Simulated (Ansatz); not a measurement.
Given this structure:

```xyz
2
Lattice="2.4560 0.0000 0.0000 -1.2280 2.1269 0.0000 0.0000 0.0000 8.5238" Properties=species:S:1:pos:R:3 pbc="T T T"
C     0.0000    1.4179    4.2619
C     1.2280    0.7090    4.2619
```

Before looking at a picture, describe the arrangement of atoms.

The element is carbon. The cell holds two atoms. C sits among three C in a trigonal planar arrangement at 1.42 Å. The bonds build C layers parallel to (001).

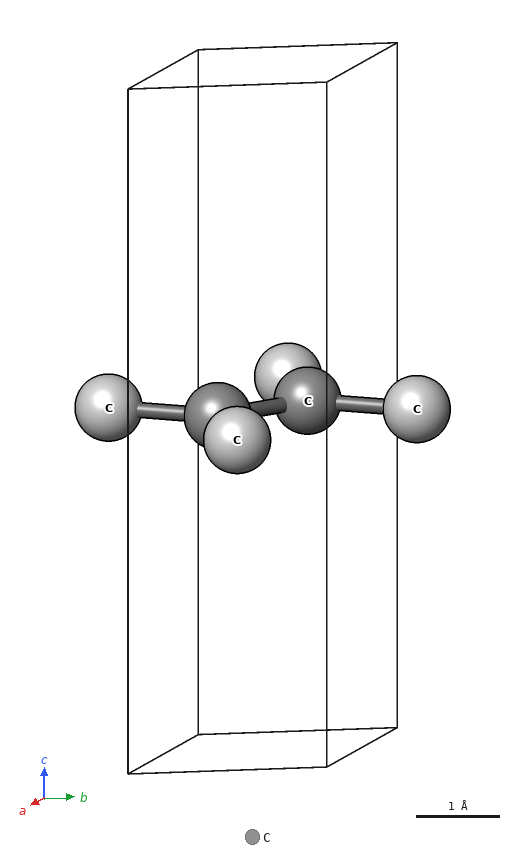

The image is a ball-and-stick drawing of a crystal, viewed slightly off an axis. Atoms at the boundary of the simulation cell (the box) are drawn once for each face, edge or corner they touch. Outside the box, the atoms bonded to those within are drawn, in fainter colours. Colours: carbon grey.

Origin of the cell: a structure listed in the Materials Project. Earlier steps of the study may have refined or changed the cell and positions. It went into a calculation with Ansatz.
